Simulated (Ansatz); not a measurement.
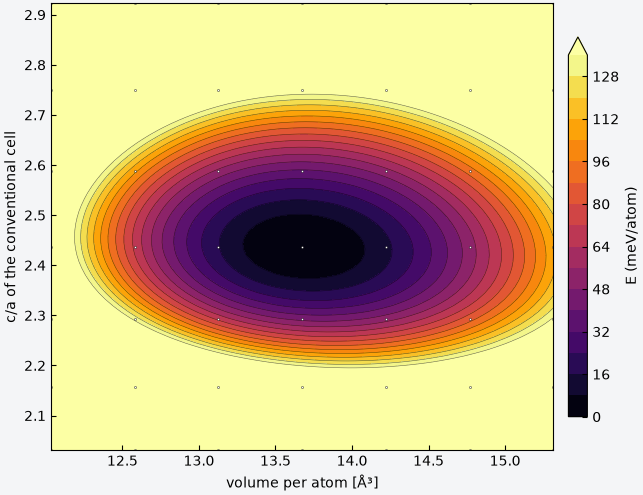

Si₂W (I4/mmm, No. 139; 3 atoms in the cell). The energy is mapped over volume and the cell's shape. The first coordinate is: volume per atom; the second: c/a of the conventional cell. Nothing is relaxed (fractional coordinates fixed). Grid: 7 × 7 points. Points are written as (first, second). All energies are given in meV/atom relative to the lowest grid point. Theory: Ansatz, DFT PBE, scalar-relativistic, plane waves, PAW. Settings: cutoff 420 eV, k-mesh 18×18×18, gaussian smearing 0.15 eV, no spin polarisation.

In the figure: filled contours, dots at the grid points, one colour for all values above the top of the scale. Between grid points the surface is interpolated.

**Where is the minimum, and how stiff is the well along each coordinate?**

The interpolated minimum is at volume per atom ≈ 13.67 Å³, c/a of the conventional cell ≈ 2.436. The curvatures there are about 0.3 eV/(Å³)² and 12 eV, with a cross term of about 0.1 eV/Å³ (per cell of 3 atoms). Round the minimum the two coordinates are weakly coupled (coupling 0.08 in units of the two stiffnesses).

PAW datasets: the set soft_1.
